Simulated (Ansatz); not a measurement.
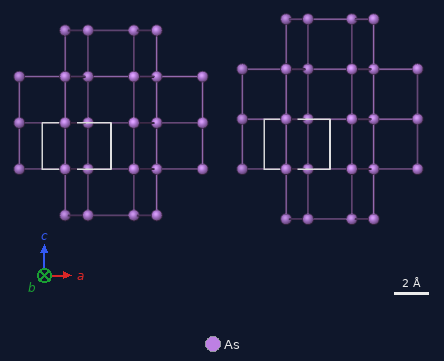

Two geometries of solid As (a generated structure, set up in P6/mmm) (coarse preliminary run), drawn at one scale. One is the start of a relaxation, the other its converged end. A ball-and-stick model of the cell of the calculation, repeated 2 × 1 × 2 with one cell outlined, seen along the b axis.

Method: DFT PBE, scalar-relativistic, plane waves, PAW in Ansatz. (plane-wave cutoff 420 eV; k-point mesh 6 × 6 × 6; occupations gaussian; smearing width 0.1 eV; no spin polarisation; cell and atoms relaxed; force threshold 0.04 eV/Å; at most 70 steps)

> Which one is relaxed?

The left one is the relaxed one. No atom moves by more than 0.005 Å relative to the cell. The volume changes by +1.1 %, with a = b 4.470 → 4.675 Å (+4.6 %), c 2.944 → 2.722 Å (−7.5 %). Some distances before and after: As–As 2.944 → 2.722 Å, As–As 2.581 → 2.699 Å. The space group stays P6/mmm (No. 191). The energy falls by 68.8 meV per atom in 5 accepted moves (8 points after the start). All forces vanish by symmetry, so only the cell relaxes. Pressure: 1.06 GPa at the start and −0.02 GPa at the end. The line search rejected the trial steps at points 3, 6 of the run. The SCF was repeated once at an unchanged geometry on a basis and grid sized afresh for the cell, which shifted the energy by 0.1 meV per atom at most. Cost: 7.9 s on 1 thread of Intel(R) Xeon(R) 6975P-C (Granite Rapids), on a shared host, peak memory 0.46 GiB.
